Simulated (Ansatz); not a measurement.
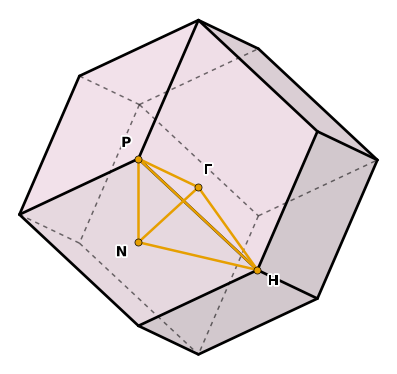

The figure shows the first Brillouin zone with its special points and a band path. Crystal: Ni, coordinates from a relaxation with DFT, r2SCAN, plane waves (500 eV) with PAW, scalar-relativistic in Ansatz 0.2.0; the starting structure was generated, so it need not be a known form of this composition. The drawing is computed from the coordinates (standard cell, symmetry found to 0.002 Å).

Labels and path follow the convention of Hinuma et al. (2017), as computed by seekpath.

Q: Which Bravais lattice has this zone?

A: A body-centred cubic lattice (cI; extended symbol cI1). The zone is a rhombic dodecahedron in its combinatorial type: 12 faces (12 with 4 edges), 24 edges, 14 vertices.

Q: Write the standard path through the labelled points.

A: Γ–H–N–Γ–P–H | P–N
